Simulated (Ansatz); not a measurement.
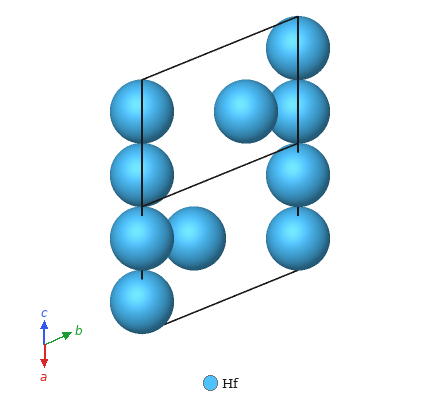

Hf (P6_3/mmc, No. 194): the geometry relaxed with DFT PBEsol, scalar-relativistic, plane waves, PAW in Ansatz; the starting structure was generated, so it need not be a known form of this composition.

```
CELL_PARAMETERS angstrom
4.91085 0.00000 0.00000
-2.45542 4.25292 0.00000
0.00000 0.00000 4.87210
ATOMIC_POSITIONS crystal
Hf 0.00000 0.00000 0.25000
Hf 0.00000 0.00000 0.75000
Hf 0.33333 0.66667 0.75000
Hf 0.66667 0.33333 0.25000
```

Q: What will an iDPC-like image along [101] show? Simulated as the projected potential of neutral atoms (B = 0.5 Å²) blurred by a 0.73 Å probe, the thin-sample limit of integrated differential phase contrast. Shot noise and a slight drift were added.

A: The columns repeat on a centred rectangular net of 3.46 × 8.51 Å (plane group c2mm). All columns are alike (Hf). The shortest distance between visible columns is 1.42 Å in projection. Along the beam the structure repeats every 6.92 Å.

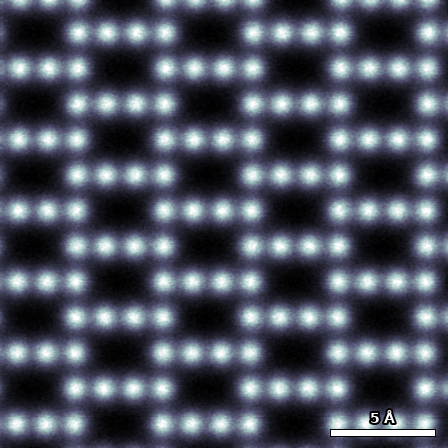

The simulated image.
